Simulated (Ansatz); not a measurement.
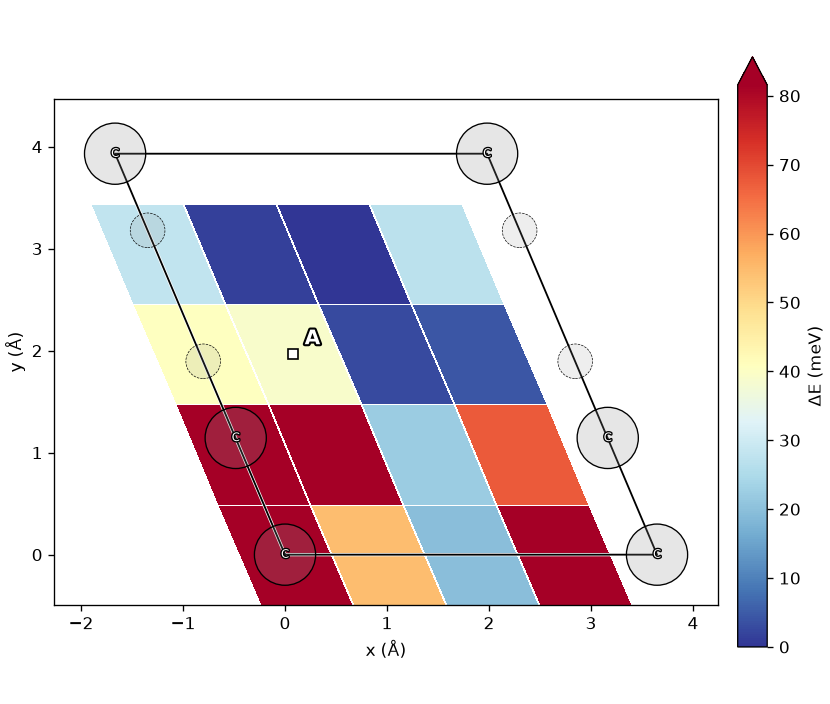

CO on a C(110) slab cut from the R-3m phase, its upper half relaxed before the scan (40 atoms of substrate and one adsorbate in a 2 × 2 cell). CO (O end down) is moved over the surface cell at a fixed height above a rigid substrate; the origin of the map has the adsorbate above C33; the height is held at 2.70 Å. Places are given modulo a cell vector. The map is drawn in real space over the plane of the surface. Grid: 4 × 4 points. Places are given in fractions of the 1 × 1 surface cell. Energies are in meV, from the lowest grid point. At a fixed height the lowest place need not be the adsorption site. Computed with DFT PBE+D3(BJ), scalar-relativistic, plane waves, PAW (Ansatz). Settings: cutoff 420 eV, k-mesh 4×4×1, gaussian smearing 0.05 eV, no spin polarisation.

The picture shows one coloured cell a grid point, labelled circles for the atoms of the top layer and small ones for the second layer, the outline of one cell of the plane, one colour for all values above the top of the scale, the point A.

Question: Which way does the force act at A, and how strong is it?

Answer: A, at (1/4, 2/4) of the cell vectors, is not a stationary point. The computed force is 0.099 eV/Å in the plane, pointing up in the picture (components 0.035 and 0.093 eV/Å).

PAW datasets: the set soft_1.
